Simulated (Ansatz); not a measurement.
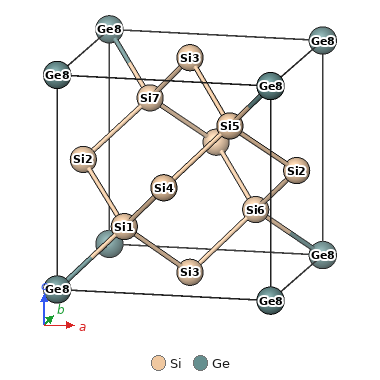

The system is Si7Ge (P-43m, No. 215; 8 atoms in the cell); the picture shows the reference structure. The energy is mapped over two homogeneous strains (x, y and z along the cube axes). The first coordinate is: engineering shear strain xz; the second: engineering shear strain yz. Nothing is relaxed (fractional coordinates fixed). The grid has 9 × 9 points; 15 points were computed and 66 follow by symmetry. Points are written as (first, second). All energies are given in meV/atom relative to the lowest grid point. The band gap closes in part of the range. The calculation used DFT PBEsol, scalar-relativistic, plane waves, PAW (Ansatz). Settings: cutoff 420 eV, k-mesh 6×6×6, gaussian smearing 0.03 eV, no spin polarisation.

Its coordinates:

```yaml
crystal:
  lattice:
    - [5.45895, 0.00000, 0.00000]
    - [0.00000, 5.45895, 0.00000]
    - [0.00000, 0.00000, 5.45895]
  atoms:
    - { symbol: Si, position: [0.25260, 0.25260, 0.25260] }
    - { symbol: Si, position: [0.00000, 0.50000, 0.50000] }
    - { symbol: Si, position: [0.50000, 0.50000, 0.00000] }
    - { symbol: Si, position: [0.50000, 0.00000, 0.50000] }
    - { symbol: Si, position: [0.74740, 0.25260, 0.74740] }
    - { symbol: Si, position: [0.74740, 0.74740, 0.25260] }
    - { symbol: Si, position: [0.25260, 0.74740, 0.74740] }
    - { symbol: Ge, position: [0.00000, 0.00000, 0.00000] }
```

Range: engineering shear strain xz from −22.0 to 22.0 %; engineering shear strain yz from −22.0 to 22.0 %.

Predict the map.

Answer. The lowest grid point is at (0.0 %, 0.0 %). No other kind of well shows on this grid. The highest grid point, (−22.0 %, −22.0 %), lies 678 meV/atom above the lowest. Round the minimum the contours are nearly round: the two directions are equally stiff and uncoupled.

| second ↓, first → | −22.0 | −16.5 | −11.0 | −5.5 | 0.0 | 5.5 | 11.0 | 16.5 | 22.0 |
| --- | --- | --- | --- | --- | --- | --- | --- | --- | --- |
| 22.0 | 678 | 520 | 407 | 339 | 317 | 339 | 407 | 520 | 678 |
| 16.5 | 520 | 369 | 261 | 198 | 177 | 198 | 261 | 369 | 520 |
| 11.0 | 407 | 261 | 159 | 98 | 78 | 98 | 159 | 261 | 407 |
| 5.5 | 339 | 198 | 98 | 39 | 19 | 39 | 98 | 198 | 339 |
| 0.0 | 317 | 177 | 78 | 19 | 0 | 19 | 78 | 177 | 317 |
| −5.5 | 339 | 198 | 98 | 39 | 19 | 39 | 98 | 198 | 339 |
| −11.0 | 407 | 261 | 159 | 98 | 78 | 98 | 159 | 261 | 407 |
| −16.5 | 520 | 369 | 261 | 198 | 177 | 198 | 261 | 369 | 520 |
| −22.0 | 678 | 520 | 407 | 339 | 317 | 339 | 407 | 520 | 678 |

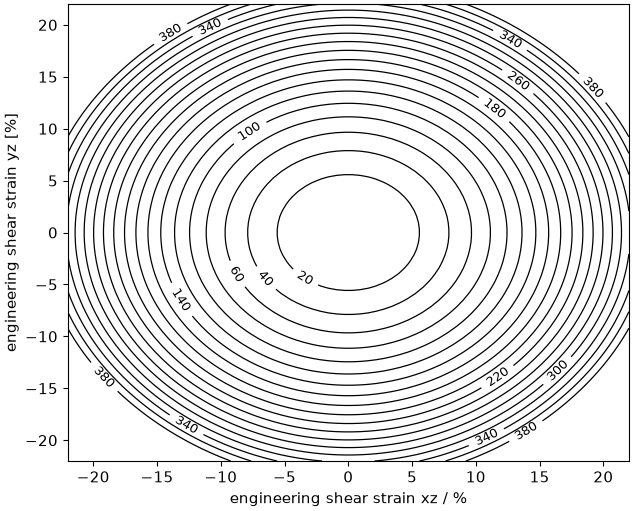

In the figure: contour lines labelled in meV/atom (none above 380). Between grid points the surface is interpolated.

Each point was launched as `ansatz run input.yaml --threads 2 --pin off --max-ram 4096MiB --backend cpu --events-out ev --progress --plain --runs-dir out`. The whole map (15 points run) took 10 min on 2 threads of Arm Neoverse N1 (shared host).

PAW datasets: the set soft_1.
